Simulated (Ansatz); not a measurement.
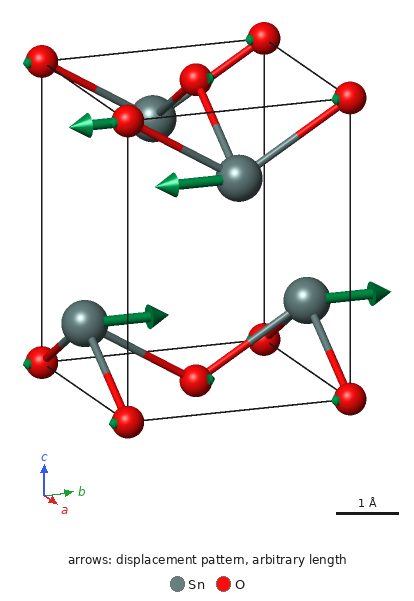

The lowest optical mode of solid SnO, space group P4/nmm (No. 129), at the zone centre. The green arrows give the relative displacements of the atoms. Style: ball-and-stick. Shown: the cell of the calculation, slightly off an axis.

Theory: DFT PBE, scalar-relativistic, plane waves, PAW in Ansatz. Set-up: plane-wave cutoff 420 eV; k-point mesh 10 × 10 × 8; occupations fixed; no spin polarisation.

Frequencies are those without the non-analytic (LO–TO) term.

Is the structure stable against all modes at this point?

Answer. Yes: this softest mode has a real frequency, and so have all others here. That speaks for this wave vector alone: the rest of the zone wasn't checked in this run. This is the E_g mode (doubly degenerate; one member of the set is drawn) at 3.13 THz, the lowest optical level, Raman-active by symmetry. All motion is along b; atoms of one kind move against one another, with no net shift of any sublattice.

Limits of the set-up: layers or molecules are held without a dispersion correction, so their spacing is unreliable.
